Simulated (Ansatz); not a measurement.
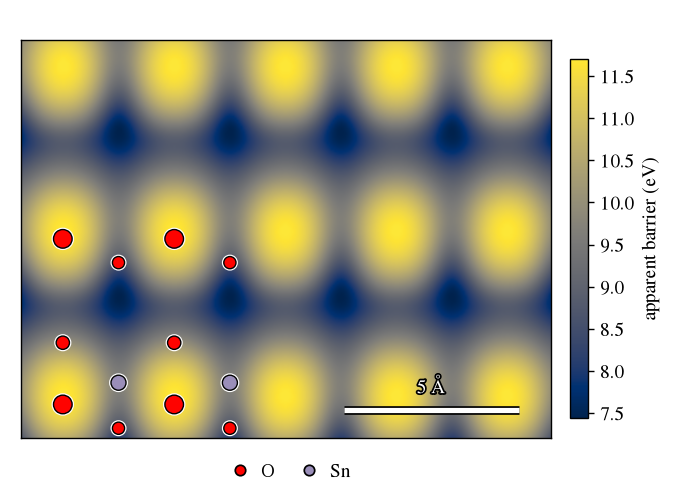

Map of the apparent barrier height, 0.952 eV Å² × (d ln I/dz)², 4.2 Å above SnO2(100) (P4_2/mnm bulk, 13 atomic planes (those closer than 0.6 Å count as one), 14 Å, O-terminated) at −0.95 V; lighter colours are higher.

Images follow the Tersoff–Hamann model: the current is the local density of the sample's states between the Fermi level and the bias, at the tip's centre. Zero bias is put in the middle of the gap by convention. Bias windows are sharp sums over the levels of the k mesh.

The calculation used Ansatz 0.2.0, DFT PBE, scalar-relativistic, plane waves, PAW. Cutoff 420 eV, 16 × 11 k-points, Gaussian smearing 0.05 eV, dipole correction. The slab is a cut without reconstruction beyond its cell, at the source's lattice constants, with its lower half held fixed and the rest relaxed. No spin polarisation. Spin–orbit coupling is left out; with Sn it can shift levels and gaps. The run warns that the functional's potential is rough in the thin density of the vacuum, where the tip is; weak contrasts and barriers may feel it.

> Where is the apparent barrier highest and lowest, and over what range?

It is highest, 11.7 eV, over the top O atoms, and lowest, 7.4 eV, over points just beside the sites above the O atoms 2.7 Å below the top plane. The vacuum level lies 7.38 eV above zero bias, 8.07 eV above the highest filled states. The high values lie on or round the bright spots: there the density falls fastest, as the corrugation dies out with height.
